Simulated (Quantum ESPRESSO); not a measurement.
## SrO (Fm-3m): zone-centre phonons

Aim: the zone-centre modes of SrO (Fm-3m).

Program: Quantum ESPRESSO 7.5. Level of theory: DFT LDA, scalar-relativistic, plane waves, JTH PAW pseudopotentials. Results are calculated unless marked as measured.

The database entry behind the starting cell differs from later determinations by our own check (about 0.5 % short), so it need not match the best structure at ambient conditions.

## 1. The starting structure

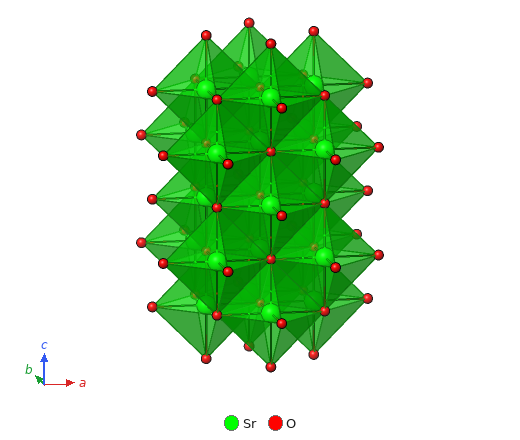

Start, viewed slightly off an axis; strontium green, oxygen red. 1×1×2 cells are drawn. This picture shows the conventional cell, with its axes. Some periodic images of atoms are drawn too.

## 2. A probe with smearing

A cheap run with smearing and empty bands tells whether the crystal has a gap, which decides between fixed occupations and smearing later on.

probe.in reads:

```
 &control
    calculation='scf',
    prefix='x',
    outdir='./tmp',
    pseudo_dir='./pseudo',
    tprnfor=.true.,
    tstress=.true.,
    verbosity='high',
 /
 &system
    ibrav=0,
    nat=2,
    ntyp=2,
    ecutwfc=60.0,
    ecutrho=480.0,
    occupations='smearing',
    smearing='gaussian',
    degauss=0.01,
 /
 &electrons
    conv_thr=1.0d-07,
    mixing_beta=0.7,
    electron_maxstep=100,
 /
ATOMIC_SPECIES
 Sr     87.6200  Sr.upf
 O      15.9990  O.upf
CELL_PARAMETERS angstrom
    -2.566300000    0.000000000    2.566300000
     0.000000000    2.566300000    2.566300000
    -2.566300000    2.566300000    0.000000000
ATOMIC_POSITIONS crystal
 Sr     0.500000000   0.500000000   0.500000000
 O      0.000000000   0.000000000   0.000000000
K_POINTS automatic
 6 6 6 0 0 0
```

Run with:

```
OMP_NUM_THREADS=1 mpirun -n 4 pw.x -nk 4 -in probe.in > probe.out
```

Output:

```text
[banners, grids, parts of the stress and lines that vanish by symmetry left out]
Program PWSCF v.7.5
     file Sr.upf: wavefunction(s)  5S 0P 4D 0D renormalized
     file O.upf: wavefunction(s)  0S 2P 0P renormalized
[...]
kinetic-energy cutoff     =      60.0000  Ry
     charge density cutoff     =     480.0000  Ry
     scf convergence threshold =      1.0E-07
[...]
Exchange-correlation= SLA PW NOGX NOGC
                           (   1   4   0   0   0   0   0)
[...]
48 Sym. Ops., with inversion, found
[...]
(     0          1          0      )
                  (     0          0          1      )
[...]
(  0.0000000  1.0000000  0.0000000 )
                  ( -0.0000000 -0.0000000  1.0000000 )
[...]
(     1          0         -1      )
                  (     0          0         -1      )
[...]
( -0.0000000 -1.0000000 -0.0000000 )
[...]
(     0          1         -1      )
                  (     0          1          0      )
[...]
( -1.0000000  0.0000000  0.0000000 )
                  (  0.0000000  1.0000000 -0.0000000 )
[...]
number of k points=    16  Gaussian smearing, width (Ry)=  0.0100
[...]
End of self-consistent calculation
[...]
the Fermi energy is     8.5709 ev
!    total energy              =    -293.80295137 Ry
[...]
convergence has been achieved in   8 iterations
[...]
atom    1 type  1   force =    -0.00000000    0.00000000   -0.00000000
     atom    2 type  2   force =    -0.00000000   -0.00000000   -0.00000000
[...]
Total force =     0.000000     Total SCF correction =     0.000000
[...]
total   stress  (Ry/bohr**3)                   (kbar)     P=      -42.52
[...]
XML data file, charge density, pseudopotentials, collected wavefunctions

   JOB DONE.
```

Elapsed: 3.1 s, on 4 MPI ranks of Arm Neoverse V2, shared host; 12 s of CPU time.

This step gave:

| Property | Result |
| --- | --- |
| volume per atom | 16.90 Å³ |
| pressure | -4.252 GPa |
| gap on the k-mesh | 3.154 eV |

A gap of 3.2 eV opens on this mesh, so the crystal is taken as an insulator; the start stands at -4.3 GPa.

## 3. Relaxation

The relaxation runs at a cutoff a fifth above that of the response, since stress converges more slowly with the basis than frequencies do. Forces and stress are brought to rest with tight thresholds.

relax.in reads:

```
 &control
    calculation='vc-relax',
    prefix='x',
    outdir='./tmp',
    pseudo_dir='./pseudo',
    tprnfor=.true.,
    tstress=.true.,
    forc_conv_thr=2.0d-05,
    etot_conv_thr=1.0d-07,
    nstep=40,
 /
 &system
    ibrav=0,
    nat=2,
    ntyp=2,
    ecutwfc=72,
    ecutrho=576.0,
    occupations='fixed',
    nbnd=10,
 /
 &electrons
    conv_thr=1.0d-11,
    mixing_beta=0.7,
    electron_maxstep=100,
 /
 &ions
 /
 &cell
    press_conv_thr=0.2,
 /
ATOMIC_SPECIES
 Sr     87.6200  Sr.upf
 O      15.9990  O.upf
CELL_PARAMETERS angstrom
    -2.566300000    0.000000000    2.566300000
     0.000000000    2.566300000    2.566300000
    -2.566300000    2.566300000    0.000000000
ATOMIC_POSITIONS crystal
 Sr     0.500000000   0.500000000   0.500000000
 O      0.000000000   0.000000000   0.000000000
K_POINTS automatic
 8 8 8 0 0 0
```

Run with:

```
OMP_NUM_THREADS=1 mpirun -n 4 pw.x -nk 4 -in relax.in > relax.out
```

Output:

```text
[banners, grids, parts of the stress and lines that vanish by symmetry left out]
[banner, memory and clock lines left out]
Program PWSCF v.7.5

[...]
kinetic-energy cutoff     =      72.0000  Ry
     charge density cutoff     =     576.0000  Ry
     scf convergence threshold =      1.0E-11
[...]
energy convergence thresh.=      1.0E-07
     force convergence thresh. =      2.0E-05
     press convergence thresh. =      2.0E-01
     Exchange-correlation= SLA PW NOGX NOGC
                           (   1   4   0   0   0   0   0)
[...]
48 Sym. Ops., with inversion, found
[...]
number of k points=    29
[...]
End of self-consistent calculation
[...]
highest occupied, lowest unoccupied level (ev):     7.5647   10.7190
!    total energy              =    -293.80363679 Ry
[...]
convergence has been achieved in  15 iterations
[...]
atom    1 type  1   force =     0.00000000   -0.00000000    0.00000000
     atom    2 type  2   force =     0.00000000    0.00000000    0.00000000
     Total force =     0.000000     Total SCF correction =     0.000000
[...]
total   stress  (Ry/bohr**3)                   (kbar)     P=      -40.22
[...]
number of bfgs steps    =   0
[...]
CELL_PARAMETERS (angstrom)
[...]
ATOMIC_POSITIONS (crystal)
Sr               0.5000000000        0.5000000000        0.5000000000
O               -0.0000000000        0.0000000000       -0.0000000000
[...]
New effective cutoffs (rho, wfc):  583.29   72.99
[...]
End of self-consistent calculation
[...]
highest occupied, lowest unoccupied level (ev):     7.7944   10.9339
!    total energy              =    -293.80461740 Ry
[...]
convergence has been achieved in  10 iterations
[...]
atom    1 type  1   force =     0.00000000    0.00000000    0.00000000
     atom    2 type  2   force =    -0.00000000   -0.00000000   -0.00000000
     Total force =     0.000000     Total SCF correction =     0.000000
[...]
total   stress  (Ry/bohr**3)                   (kbar)     P=      -21.51
[...]
number of bfgs steps    =   1
[...]
CELL_PARAMETERS (angstrom)
[...]
ATOMIC_POSITIONS (crystal)
Sr               0.5000000000        0.5000000000        0.5000000000
O                0.0000000000       -0.0000000000        0.0000000000
[...]
New effective cutoffs (rho, wfc):  592.35   74.13
[...]
End of self-consistent calculation
[...]
highest occupied, lowest unoccupied level (ev):     8.0590   11.1794
!    total energy              =    -293.80496909 Ry
[...]
convergence has been achieved in  12 iterations
[...]
atom    1 type  1   force =    -0.00000000   -0.00000000   -0.00000000
     atom    2 type  2   force =     0.00000000    0.00000000    0.00000000
     Total force =     0.000000     Total SCF correction =     0.000000
[...]
total   stress  (Ry/bohr**3)                   (kbar)     P=        1.76
[...]
number of bfgs steps    =   2
[...]
CELL_PARAMETERS (angstrom)
[...]
ATOMIC_POSITIONS (crystal)
[...]
New effective cutoffs (rho, wfc):  591.67   74.04
[...]
End of self-consistent calculation
[...]
highest occupied, lowest unoccupied level (ev):     8.0390   11.1609
!    total energy              =    -293.80497126 Ry
[...]
convergence has been achieved in  10 iterations
[...]
atom    1 type  1   force =    -0.00000000   -0.00000000    0.00000000
     atom    2 type  2   force =     0.00000000    0.00000000    0.00000000
     Total force =     0.000000     Total SCF correction =     0.000000
[...]
total   stress  (Ry/bohr**3)                   (kbar)     P=       -0.07
[...]
number of bfgs steps    =   3
[...]
small trust_radius: resetting bfgs history
[...]
CELL_PARAMETERS (angstrom)
[...]
ATOMIC_POSITIONS (crystal)
[...]
New effective cutoffs (rho, wfc):  591.68   74.04
[...]
End of self-consistent calculation
[...]
highest occupied, lowest unoccupied level (ev):     8.0393   11.1612
!    total energy              =    -293.80497127 Ry
[...]
convergence has been achieved in   5 iterations
[...]
atom    1 type  1   force =     0.00000000    0.00000000    0.00000000
     atom    2 type  2   force =     0.00000000    0.00000000    0.00000000
     Total force =     0.000000     Total SCF correction =     0.000000
[...]
total   stress  (Ry/bohr**3)                   (kbar)     P=       -0.03
[...]
bfgs converged in   5 scf cycles and   4 bfgs steps
[...]
End of BFGS Geometry Optimization
     Final enthalpy           =    -293.8049712665 Ry
     File ./tmp/x.bfgs deleted, as requested
[...]
CELL_PARAMETERS (angstrom)
[...]
ATOMIC_POSITIONS (crystal)
Sr               0.5000000000        0.5000000000        0.5000000000
O               -0.0000000000        0.0000000000        0.0000000000
[...]
Final scf calculation at the relaxed structure.
[...]
kinetic-energy cutoff     =      72.0000  Ry
     charge density cutoff     =     576.0000  Ry
     scf convergence threshold =      1.0E-13
[...]
press convergence thresh. =      2.0E-01
     Exchange-correlation= SLA PW NOGX NOGC
                           (   1   4   0   0   0   0   0)
[...]
48 Sym. Ops., with inversion, found
[...]
number of k points=    29
[...]
End of self-consistent calculation
[...]
highest occupied, lowest unoccupied level (ev):     8.0394   11.1612
!    total energy              =    -293.80493961 Ry
[...]
convergence has been achieved in  20 iterations
[...]
atom    1 type  1   force =    -0.00000000   -0.00000000    0.00000000
     atom    2 type  2   force =     0.00000000    0.00000000   -0.00000000
     Total force =     0.000000     Total SCF correction =     0.000000
[...]
total   stress  (Ry/bohr**3)                   (kbar)     P=       -0.26
[...]
XML data file, charge density, pseudopotentials, collected wavefunctions
```

Wall time 35 s (4 MPI ranks); 2.3 min of CPU time.

The steps of the relaxation:

| step | energy less that of the first step (eV) | largest force (eV/Å) | pressure (GPa) | volume (Å³) |
| --- | --- | --- | --- | --- |
| 1 | 0.0000 | 0.0000 | -4.02 | 33.80 |
| 2 | -0.0133 | 0.0000 | -2.15 | 33.11 |
| 3 | -0.0181 | 0.0000 | 0.18 | 32.36 |
| 4 | -0.0182 | 0.0000 | -0.01 | 32.41 |
| 5 | -0.0182 | 0.0000 | 0.00 | 32.41 |
| 6 | -0.0177 | 0.0000 | -0.03 | 32.41 |

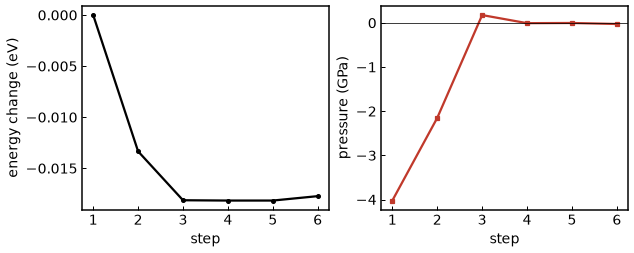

Energy and pressure along the relaxation.

| conventional cell, symmetrised | before | after | change |
| --- | --- | --- | --- |
| a (Å) | 5.133 | 5.061 | -1.4 % |
| b (Å) | 5.133 | 5.061 | -1.4 % |
| c (Å) | 5.133 | 5.061 | -1.4 % |
| volume (Å³/atom) | 16.90 | 16.21 | -4.1 % |

The relaxed structure:

```
CELL_PARAMETERS angstrom
-2.53061 0.00000 2.53061
0.00000 2.53061 2.53061
-2.53061 2.53061 0.00000
ATOMIC_POSITIONS crystal
Sr 0.50000 0.50000 0.50000
O 0.00000 0.00000 0.00000
```

The last row of the table of steps is pw.x's closing run on a basis chosen anew for the final cell, so its energy can jump.

This step gave:

```
volume per atom   : 16.21 Å³
pressure          : -0.02600 GPa
gap on the k-mesh : 3.122 eV
```

The volume changes by -4.1 % from the cell with which this run began.

## 4. Self-consistent run for the response

Perturbation theory inherits every error of the wavefunctions, so the threshold is set near the limit of the arithmetic. With a gap, occupations are fixed, which also allows the response to an electric field.

scf.in reads:

```
 &control
    calculation='scf',
    prefix='x',
    outdir='./tmp',
    pseudo_dir='./pseudo',
    tprnfor=.true.,
    tstress=.true.,
 /
 &system
    ibrav=0,
    nat=2,
    ntyp=2,
    ecutwfc=60.0,
    ecutrho=480.0,
    occupations='fixed',
    nbnd=10,
 /
 &electrons
    conv_thr=1.0d-12,
    mixing_beta=0.7,
    electron_maxstep=100,
 /
ATOMIC_SPECIES
 Sr     87.6200  Sr.upf
 O      15.9990  O.upf
CELL_PARAMETERS angstrom
    -2.530605861    0.000000000    2.530605861
     0.000000000    2.530605861    2.530605861
    -2.530605861    2.530605861    0.000000000
ATOMIC_POSITIONS crystal
 Sr     0.500000000   0.500000000   0.500000000
 O      0.000000000   0.000000000   0.000000000
K_POINTS automatic
 8 8 8 0 0 0
```

Run with:

```
OMP_NUM_THREADS=1 mpirun -n 4 pw.x -nk 4 -in scf.in > scf.out
```

Output:

```text
[banners, grids, parts of the stress and lines that vanish by symmetry left out]
[banner, memory and clock lines left out]
Program PWSCF v.7.5

[...]
kinetic-energy cutoff     =      60.0000  Ry
     charge density cutoff     =     480.0000  Ry
     scf convergence threshold =      1.0E-12
[...]
Exchange-correlation= SLA PW NOGX NOGC
                           (   1   4   0   0   0   0   0)
[...]
48 Sym. Ops., with inversion, found
[...]
number of k points=    29
[...]
End of self-consistent calculation
[...]
highest occupied, lowest unoccupied level (ev):     8.0394   11.1613
!    total energy              =    -293.80425349 Ry
[...]
convergence has been achieved in  15 iterations
[...]
atom    1 type  1   force =     0.00000000   -0.00000000   -0.00000000
     atom    2 type  2   force =    -0.00000000   -0.00000000   -0.00000000
     Total force =     0.000000     Total SCF correction =     0.000000
[...]
total   stress  (Ry/bohr**3)                   (kbar)     P=       -2.35
[...]
XML data file, charge density, pseudopotentials, collected wavefunctions
```

It took 5.7 s on 4 MPI ranks.

Read from the output:

* pressure: -0.2350 GPa

The cell stands at -0.24 GPa, close enough for stiff modes, while soft ones can move.

(Continued in part 2 of 4.)

[Host names and launcher messages were left out of these logs when they were recorded.]

[Logs are printed without paths, hosts, clocks, repeated set-up lines and the standing remarks that a program may print on its own settings, such as how far it seeks lower states.]

[Hosts, paths, dates, database ids (printed as entryN), source tags and the programs' standing remarks are cut or masked in the printed files.]
